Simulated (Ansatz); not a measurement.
Consider C.

The calculation's input:

```
crystal:
  lattice:
    - [2.4665327983, 0.0, 0.0]
    - [-1.2332663992, 2.1360800626, 0.0]
    - [0.3809451612, 0.0, 8.4654480266]
  atoms:
    - { symbol: C, position: [0.0, 0.0, 0.25] }
    - { symbol: C, position: [0.0, 0.0, 0.75] }
    - { symbol: C, position: [0.3333333333, 0.6666666667, 0.25] }
    - { symbol: C, position: [0.6666666666, 0.3333333333, 0.75] }
basis:
  ecutwfc: 420
kpoints:
  mp_grid: { grid: [24, 24, 6] }
hamiltonian:
  xc: pbe
scf:
  occupations: { method: gaussian, width: 0.1 }
output:
  forces: true
  stress: true
  eigenvalues: true
  write_density: true
  write_potential: true
  elf: true
  volumetric_format: npy
relax:
  adjacent_minimum: "off"
  f_tol: 0.008
  max_steps: 40
```

Command:

```sh
ansatz run input.yaml --threads 1 --pin off --max-ram 2560MiB --backend cpu --events-out ev --progress --plain --runs-dir out
```

Below, planes, directions and counts refer to the conventional cell (a = 2.47 Å, b = 4.27 Å, c = 8.47 Å, α = 90.00°, β = 92.58°, γ = 90.00°).

The fields are those of the run's last geometry, not of the input's.

Space group C2/c; a structure from a database of computed crystals, not necessarily the ambient phase.

Method: DFT PBE, scalar-relativistic, plane waves, PAW in Ansatz 0.2.0.

Question: What can the converged valence pseudo-density and electron localisation function tell about the bonding?

Answer: C–C (1.42 Å): the density is about 2 e/Å³ at the midpoint; the ELF peaks at about 0.95 between the atoms.

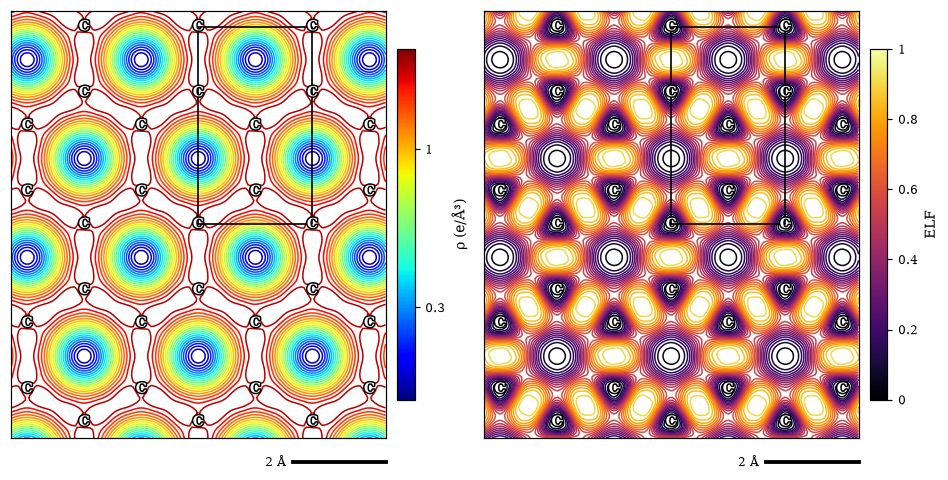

Computed valence pseudo-density and electron localisation function on the (001) plane of the conventional cell, in this order. 
